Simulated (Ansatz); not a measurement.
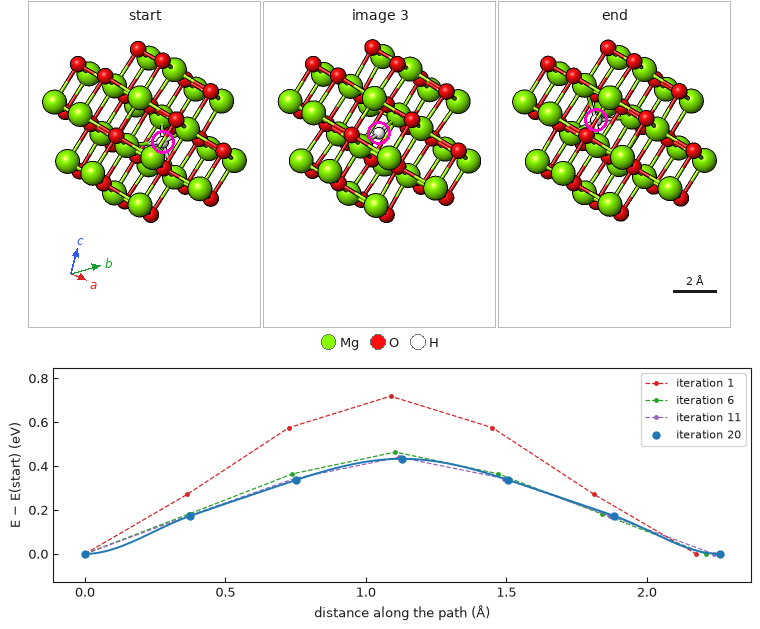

A nudged-elastic-band calculation for MgO with an interstitial H (17 atoms in the cell). Images are numbered from 0 (start) to 6 (end). The plot follows the band through its iterations. A ball-and-stick model of the atoms within 4.7 Å of the middle of the path, seen slightly off an axis. The moving atom is ringed, with any periodic copies. Bonds to atoms that aren't drawn are left out.

Computed with DFT PBE, scalar-relativistic, plane waves, PAW (Ansatz 0.2.0). Settings: plane-wave cutoff 420 eV; k-point mesh 2 × 2 × 2; Gaussian smearing 0.05 eV; spin collinear; 5 movable images; climbing image; force threshold 0.05 eV/Å; iteration limit 65; optimiser FIRE; starting path by image-dependent pair potential.

### Judge this run.

The run is converged, with reservations. The band converged in 20 iterations. The climbing image converged on the top of the path. A check of its curvatures didn't confirm a first-order saddle. The first iteration put the highest image at 0.72 eV. The barrier is about 0.43 eV in both directions, with image 3 at the top; the ends have the same energy.

Limits of the set-up: the k-point mesh is coarse for a cell with partly filled bands; the periodic images lie only 5.9 Å apart, so the values are limited by the cell's size.
